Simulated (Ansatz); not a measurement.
## Electronic structure of HfO₂ in real space

Input file:

```
crystal:
  lattice:
    - [0.01918125, 2.5575, 2.5575]
    - [2.5575, 0.01918125, 2.5575]
    - [2.57668125, 2.57668125, 0.0]
  atoms:
    - { symbol: Hf, position: [0.0, 0.0, 0.0] }
    - { symbol: O, position: [0.25, 0.25, 0.25] }
    - { symbol: O, position: [0.75, 0.75, 0.75] }
basis:
  ecutwfc: 500
kpoints:
  mp_grid: { grid: [8, 8, 8] }
hamiltonian:
  xc: r2scan
scf:
  occupations: { method: gaussian, width: 0.05 }
output:
  forces: true
  stress: true
  eigenvalues: true
  write_density: true
  write_potential: true
  elf: true
  volumetric_format: npy
```

Run with:

```sh
ansatz run input.yaml --threads 1 --pin off --max-ram 2560MiB --backend cpu --events-out ev --progress --plain --runs-dir out
```

Below, planes, directions and counts refer to the conventional cell (a = 3.59 Å, b = 3.64 Å, c = 5.12 Å, α = 90.00°, β = 90.00°, γ = 90.00°).

Space group Immm; changed on purpose from its base cell (strain +0.0150 x Voigt [0, 0, 0, 0, 0, 1], atoms carried along); computed pressure about −8 GPa in this cell.

Theory: DFT r2SCAN, scalar-relativistic, plane waves, PAW (Ansatz 0.2.0).

The density is the valence pseudo-density of a PAW calculation; it isn't the true density close to the nuclei.

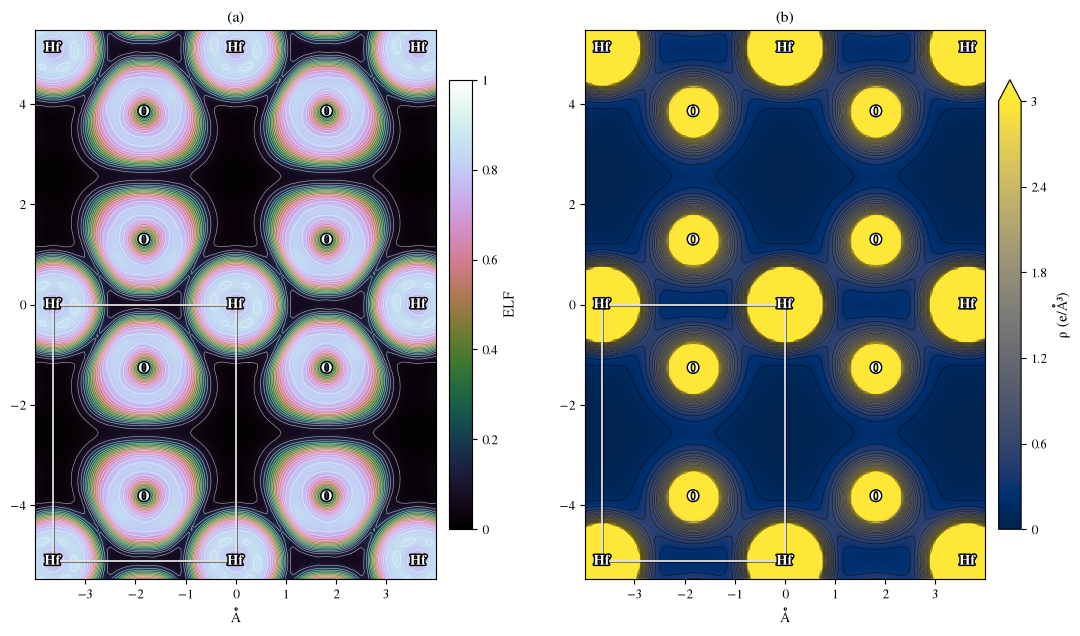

Figure 1. (a) ELF; (b) valence electron density on the (100) plane of the conventional cell.

What does the map show?

Answer. The plane passes through Hf and O nuclei.
Hf–O (2.23 Å): ρ is about 0.52 e/Å³ halfway; the ELF peaks at about 0.85 in the valence shell of O, 0.6 Å from its nucleus, and drops to about 0.15 between the two atoms (no shared electron pair shows on this line).
Between the atoms the lowest density in this plane is 0.02 e/Å³.
The features right at Hf lie inside the PAW spheres, where the map follows smoothed inner orbitals and isn't to be read closely.

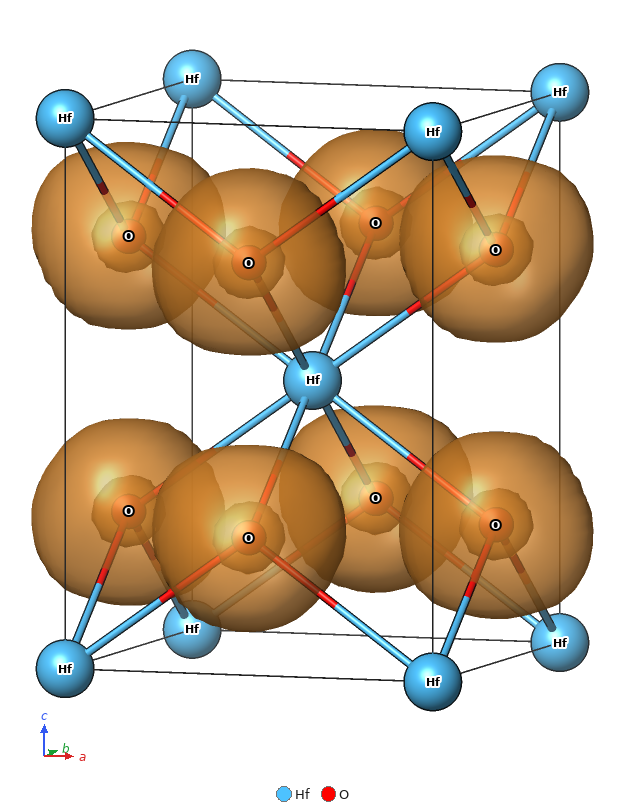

Figure 2. Isosurface of the ELF at 0.65 (orange), seen slightly off an axis. Only the valence region is drawn (cores and ρ < 0.01 e/Å³ removed). Sticks mark near contacts.

Identify the bonds, lone pairs and shells in this picture.

Answer. At this value the surface marks out four regions wrapped around O (the valence shell of each), counted in one cell of 6 atoms. Any copies at cell faces, edges or corners count once.


Hf–O (2.20 Å): the ELF peaks at about 0.85 in the valence shell of O, 0.6 Å from its nucleus, and drops to about 0.15 between the two atoms: no localised pair shows between them.

Does the calculation make it a metal, or give it a gap?

Answer. It is gapped, with a Kohn–Sham gap of 4.2 eV on the k-point mesh, an upper bound to the gap of this method.
